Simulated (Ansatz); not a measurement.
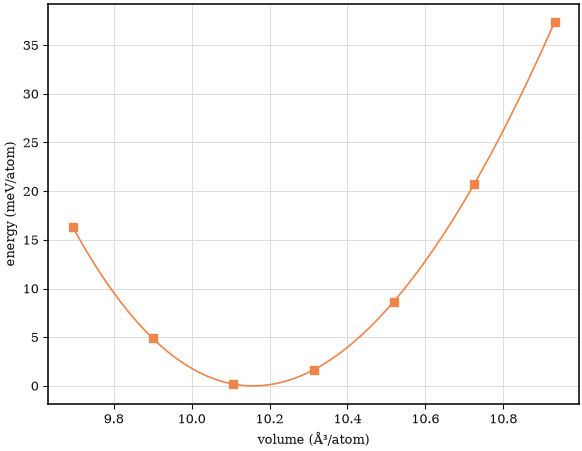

The picture above shows the energy against volume.

Method: plane-wave DFT, no spin polarisation; energies at scaled volumes of the given cell, shape and fractions fixed, counted from the fit's minimum, third-order Birch-Murnaghan fit (Ansatz 0.2.0). Level: PBEsol with D3(BJ).

> For which of these solids was it computed?
A. SiC, P6_3mc (No. 186)
B. Os, P6_3/mmc (No. 194)
C. GaAs, F-43m (No. 216)

A, SiC: energy from 0.19 meV/atom to 37.34 meV/atom, V0 10.16 Å³/atom, B0 229 GPa. The others give: Os, energy from 0 meV/atom to 122 meV/atom, V0 13.65 Å³/atom, B0 454 GPa; GaAs, energy from 0.25 meV/atom to 34.65 meV/atom, V0 21.98 Å³/atom, B0 75.1 GPa.

For Os, limits of the calculation: shape and atomic fractions are frozen while scaling, which makes layered, chain and framework solids too stiff.

For SiC, limits of the calculation: shape and atomic fractions are frozen while scaling, which makes layered, chain and framework solids too stiff.
